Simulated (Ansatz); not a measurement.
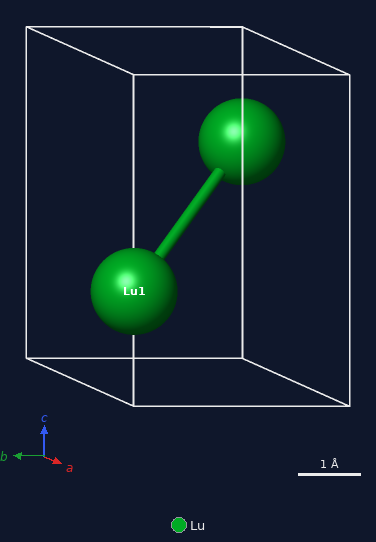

*The input geometry (ball-and-stick view of the cell of the calculation, seen at an oblique angle; atoms are numbered from 1 in the order of the input). An atom can appear more than once, as a periodic image.*

## Run report: Lu, band-structure calculation

System: Lu (P6₃/mmc, 2 atoms in the cell).
Method: DFT, LDA, all-electron LAPW, scalar-relativistic, no spin polarisation (Ansatz 0.2.0).

The structure derives from an entry of the Crystallography Open Database. It belongs to a series of runs on one base structure; here: functional lda. Figures and captions count atoms from 1; the log counts them from 0 in places.

## What the program printed
```
LAPW: plane waves up to 6.987 Å⁻¹, error target 5.0e-4 eV per atom; small_component_spin mean_spin; Lu in spheres of 1.721 Å, 35 of its electrons in bands, Dirac shells [] (how accurate: hamiltonian.pseudopotentials.lapw.basis_error, Limitations)
Engine: ansatz 0.2.0, aarch64-unknown-linux-gnu
Pseudopotentials: kind: all_electron
Pseudopotential: Lu, LAPW, valence charge 35, lapw/all_electron/scalar/gaussian/Lu, Koelling and Harmon's equation, gaussian nucleus
Functional definition: SPW92
  exchange = slater_x
  correlation = pw_c
Crystal: 2 atoms, lattice volume = 59.390 Å³
Basis set: ecut = 186.00257346737084 eV, 313 PW (Γ), exchange–correlation at level 2
Bands: 42, of which v1, the nominal top of the filled ones, is band 35 counted from 1 (34 counted from 0)
Symmetry: 24 space group operations
Space group: P63/mmc (ITA 194), of the structure as read, at distance tolerance 3.9e-5 Å
k-points: 105 of 1352
Non-local potential: Lu, projectors of the file, none
Initial density: superposition of atomic densities (chi_scale 0.1, normalization cell)
Initial wavefunctions: plane waves of lowest kinetic energy (no species holds an atomic orbital)
Functional: x = slater, c = lda
iter 1 solved again at ethr=1.14e-4 eV; its pass at ethr=1.00e-1 eV (dr2=8.00e-2 eV) is discarded
SCF iter   1: F=—  HF=-792007.588676 eV  |F-HF|=—  |Δ(HF+E_count)|=         —  Δρ=1.15e-2  dr2=8.03e-2  ethr=1.14e-4  ⟨swp⟩=2.9  Hψ=27949  notcnv=0
preconditioner: auto → Kerker (q_TF=auto, 2.804 Å⁻¹)  [metal: Δε(μ)=0.020 eV  Ē_g=12.525 eV  σ=0.030 eV  W_gap=0.17  n_scr=22 (ndim 8)  ℏωp=32.7 eV  f_vac=0.000  D(μ)=3.57/eV (n_scr^D=34)]
SCF iter   2: F=—  HF=-792007.514001 eV  |F-HF|=—  |Δ(HF+E_count)|=   7.47e-2  Δρ=6.91e-3  dr2=3.32e-2  ethr=1.14e-4  ⟨swp⟩=2.0  Hψ=14351  notcnv=0
SCF iter   3: F=—  HF=-792007.461844 eV  |F-HF|=—  |Δ(HF+E_count)|=   5.22e-2  Δρ=6.23e-3  dr2=2.76e-2  ethr=4.74e-5  ⟨swp⟩=2.0  Hψ=13628  notcnv=0
SCF iter   4: F=—  HF=-792007.454768 eV  |F-HF|=—  |Δ(HF+E_count)|=   7.08e-3  Δρ=3.65e-3  dr2=1.06e-2  ethr=3.94e-5  ⟨swp⟩=2.0  Hψ=12660  notcnv=0
SCF iter   5: F=—  HF=-792007.454722 eV  |F-HF|=—  |Δ(HF+E_count)|=   4.60e-5  Δρ=1.11e-3  dr2=1.18e-3  ethr=1.52e-5  ⟨swp⟩=2.0  Hψ=13504  notcnv=0
iter 6 solved again at ethr=8.94e-8 eV; its pass at ethr=1.68e-6 eV (dr2=6.26e-5 eV) is discarded
SCF iter   6: F=—  HF=-792007.454814 eV  |F-HF|=—  |Δ(HF+E_count)|=   9.20e-5  Δρ=2.73e-4  dr2=6.25e-5  ethr=8.94e-8  ⟨swp⟩=2.0  Hψ=22700  notcnv=0
SCF iter   7: F=—  HF=-792007.454814 eV  |F-HF|=—  |Δ(HF+E_count)|=   2.00e-7  Δρ=7.10e-5  dr2=4.34e-6  ethr=8.93e-8  ⟨swp⟩=2.0  Hψ=13627  notcnv=0
SCF iter   8: F=—  HF=-792007.454814 eV  |F-HF|=—  |Δ(HF+E_count)|=   5.18e-7  Δρ=1.50e-5  dr2=1.61e-7  ethr=6.21e-9  ⟨swp⟩=2.0  Hψ=13632  notcnv=0
SCF iter   9: F=-792007.454814 eV  HF=-792007.454814 eV  |F-HF|=3.73e-9  |Δ(HF+E_count)|=   3.49e-9  Δρ=3.88e-6  dr2=1.17e-8  ethr=2.31e-10  ⟨swp⟩=2.1  Hψ=13639  notcnv=0
SCF 1 converged in 9 iterations: F = -792007.454814 eV  dr2 = 1.17e-8
NSCF: frozen V_eff on 41 k-points
SCF converged after 9 iterations
Free energy (F): -792007.454814 eV
Harris-Foulkes:  -792007.454814 eV  (|F-HF|=3.73e-9)
Internal energy: -792007.443964 eV  (E = F + TS)
E sigma→0 (E₀):  -792007.449389 eV
Entropy (-TS):   -0.010849 eV (-5.425 meV/atom)
Fermi energy:    14.366489 eV
--- Per-component energies (eV) ---
  E_band       = -3424.597043
  E_kinetic    = 878251.441301
  E_xc         = -15934.089303
  E_electrostatic = -1654324.795962  (all electrons and nuclei)
  E_smearing   = -0.010849  (= −TS)
  E_closure    = 0.000000  (closes the sum)
  E_atoms      = -791997.368283  (free atoms, spherical and without spin; not in F)
  Σ components = -792007.454814   (vs F -792007.454814, Δ=0.00e0)
  Basis errors (estimates in eV, not in F): energy 9.9e-5 per atom: plane waves 9.0e-5 (4.6e-5 summed), levels above the bands 2.5e-75, relativity 3.8e-9, radial functions 8.3e-6, core shells 1.9e-8; eigenvalues (radial functions only) 3.4e-7; not estimated: angular momenta, meshes, grids; target (lapw.basis_error) 5.0e-4; muffin-tin radii Lu 1.721 Å
--- Forces (eV/Å), atoms counted from 1 ---
  atom   1  Lu    -0.00000000    -0.00000000     0.00000000
  atom   2  Lu     0.00000000     0.00000000     0.00000000
  max |Σ_I F_I| component: 1.85e-17 eV/Å
--- Stress (GPa, compression-positive) ---
       -5.392292       0.000000       0.000000
        0.000000      -5.392292       0.000000
        0.000000       0.000000      -6.831600
  P = ⅓ Tr σ = -5.8721 GPa (-58.721 kbar)
--- Band table (eV; the first three rows and the last of 105) ---
  k-point 0: bands = ["-172.2582", "-172.2582", "-172.2577", "-172.2577", "-172.2577", "-172.2577", "-172.2534", "-172.2534", "-172.2534", "-172.2534", "-41.8451", "-41.8143", "-12.7786", "-12.3810", "-12.3810", "-12.3064", "-12.3064", "-12.2794", "8.3917", "9.2937", "9.2968", "9.3046", "9.3303", "9.3303", "9.3378", "9.3378", "9.3458", "9.3458", "9.3543", "9.3789", "9.3789", "9.3936", "9.3972", "11.9174", "14.9740", "16.4669", "16.4669", "16.7264", "17.1390", "17.1390", "17.7325", "17.7325"]
  k-point 1: bands = ["-172.2582", "-172.2582", "-172.2577", "-172.2577", "-172.2577", "-172.2577", "-172.2534", "-172.2534", "-172.2534", "-172.2534", "-41.8439", "-41.8155", "-12.7605", "-12.3782", "-12.3782", "-12.3093", "-12.3093", "-12.2994", "8.5035", "9.2884", "9.3026", "9.3043", "9.3231", "9.3231", "9.3410", "9.3410", "9.3474", "9.3474", "9.3532", "9.3819", "9.3819", "9.3937", "9.3971", "11.7718", "14.9394", "16.4061", "16.4061", "16.6135", "17.0443", "17.0443", "17.9169", "17.9169"]
  k-point 2: bands = ["-172.2582", "-172.2582", "-172.2577", "-172.2577", "-172.2577", "-172.2577", "-172.2534", "-172.2534", "-172.2534", "-172.2534", "-41.8406", "-41.8188", "-12.7086", "-12.3701", "-12.3701", "-12.3558", "-12.3174", "-12.3174", "8.8297", "9.2851", "9.2975", "9.3146", "9.3166", "9.3166", "9.3314", "9.3314", "9.3497", "9.3608", "9.3608", "9.3863", "9.3863", "9.3941", "9.3967", "11.3413", "14.9464", "16.3068", "16.3172", "16.3172", "16.8215", "16.8215", "18.3618", "18.3618"]
  k-point 104: bands = ["-172.2582", "-172.2582", "-172.2577", "-172.2577", "-172.2577", "-172.2577", "-172.2534", "-172.2534", "-172.2534", "-172.2534", "-41.8122", "-41.8122", "-12.6832", "-12.6832", "-12.5604", "-12.5604", "-12.3710", "-12.3710", "9.3190", "9.3190", "9.3296", "9.3296", "9.3341", "9.3341", "9.3400", "9.3400", "9.3500", "9.3500", "9.3556", "9.3556", "9.3742", "9.3742", "13.4844", "13.4844", "14.1818", "14.1818", "14.7476", "14.7476", "17.5200", "17.5200", "19.5909", "19.5909"]
```

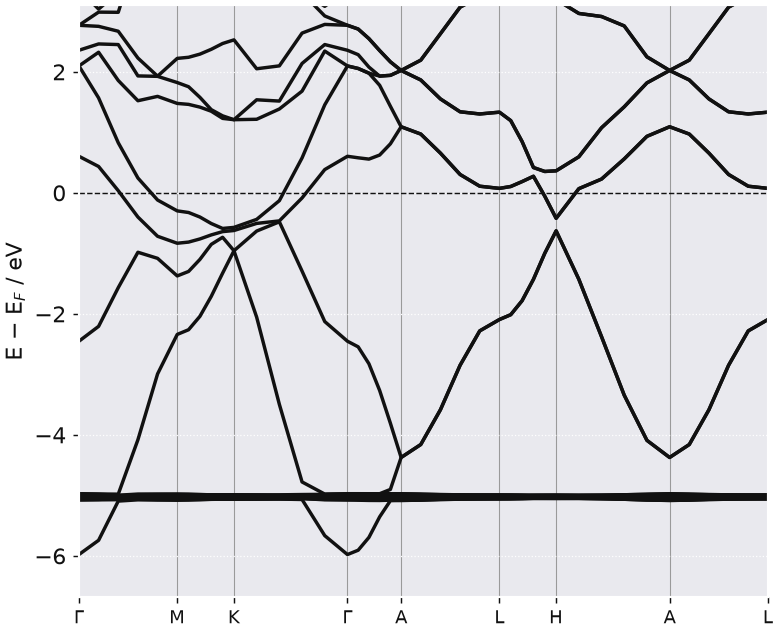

*Band structure along Γ–M–K–Γ–A–L–H–A–L, with energies from the Fermi level.*

Bands cross the Fermi level: a metal at this level of theory.

This output came from the following input.

## The input
```yaml
crystal:
  lattice:
    - [3.5098988894, 0.0, 0.0]
    - [-1.7549494447, 3.039661603, 0.0]
    - [0.0, 0.0, 5.5666]
  atoms:
    - { symbol: Lu, position: [0.3333333333, 0.6666666667, 0.25] }
    - { symbol: Lu, position: [0.6666666667, 0.3333333333, 0.75] }
kpoints:
  mp_grid: { grid: [13, 13, 8] }
  band_path:
    path:
      - [0.0, 0.0, 0.0]
      - [0.5, 0.0, 0.0]
      - [0.3333333333, 0.3333333333, 0.0]
      - [0.0, 0.0, 0.0]
      - [0.0, 0.0, 0.5]
      - [0.5, 0.0, 0.5]
      - [0.3333333333, 0.3333333333, 0.5]
      - [0.0, 0.0, 0.5]
      - [0.5, 0.0, 0.5]
    npoints: 5
scf:
  occupations: { method: fermi_dirac, width: 0.03 }
hamiltonian:
  xc: lda
  pseudopotentials: { kind: all_electron, lapw: { basis_error: 0.0005 } }
output:
  forces: true
  stress: true
  eigenvalues: true
```

Run as:
```bash
ansatz run input.yaml --threads 1 --pin off --max-ram 2048MiB --backend cpu --events-out ev --progress --plain --runs-dir out
```

## Summary

- outcome: converged
- space group (tolerance 0.01 Å): P6₃/mmc (194)
- electrons in bands (core shells apart): 70
- free energy: −792007.4548 eV
- Fermi energy: 14.366 eV
- pressure: −5.87 GPa
- electronic character: metal
- largest force (length of the vector): under 0.001 eV/Å
- hardware: 1 thread of Arm Neoverse V2, 24 GiB of memory available, shared host
- wall time: 47 s
- peak memory: 0.51 GiB

## Notes

The cell is under a tension of 5.9 GPa at this level, so it is not at its equilibrium volume.
